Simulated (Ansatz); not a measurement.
The Ansatz input:

```
crystal:
  lattice:
    - [0.0, 2.3900334711, 2.3900334711]
    - [2.3900334711, 0.0, 2.3900334711]
    - [2.3900334711, 2.3900334711, 0.0]
  atoms:
    - { symbol: Ca, position: [0.0, 0.0, 0.0] }
    - { symbol: O, position: [0.5, 0.5, 0.5] }
kpoints:
  mp_grid: { grid: [10, 10, 10] }
  band_path:
    path:
      - [0.0, 0.0, 0.0]
      - [0.5, 0.0, 0.5]
      - [0.625, 0.25, 0.625]
      - [0.375, 0.375, 0.75]
      - [0.5, 0.5, 0.5]
      - [0.5, 0.25, 0.75]
    npoints: 1
hamiltonian:
  xc: r2scan
  dispersion: rvv10
scf:
  occupations: { method: fermi_dirac, width: 0.03 }
  n_extra_bands: 4
output:
  forces: true
  stress: true
  eigenvalues: true
```

Command:
```bash
ansatz run input.yaml --threads 2 --pin off --max-ram 29491MiB --backend cpu --events-out ev --progress --plain --runs-dir out
```

What does the calculation give for the electronic structure?

There is a gap; over the k points computed it is 4.16 eV (indirect; the smallest direct gap is 4.54 eV). The upper group of valence states starts about 2.7 eV under the valence-band top, with a gap beneath it; it holds about 6 electrons a cell. Within the window shown, the tallest peak of the filled states lies 1.1 eV under the valence-band top, at about 6.1 states per eV and cell.

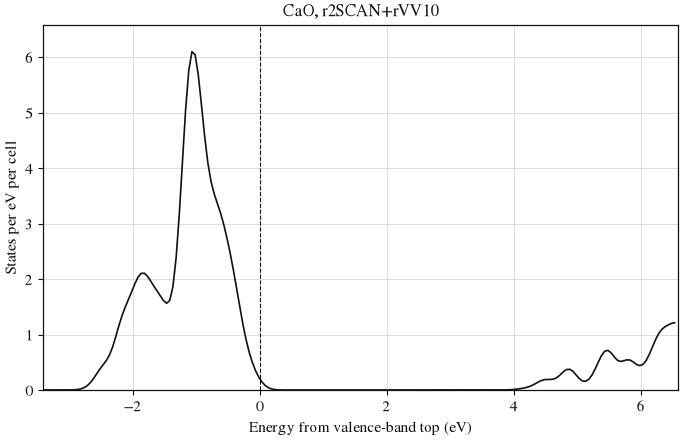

Density of states. Energies are counted from the top of the valence band. The curve is built from the levels of the k mesh with Gaussians 0.3 eV wide, which also blur the band edges.
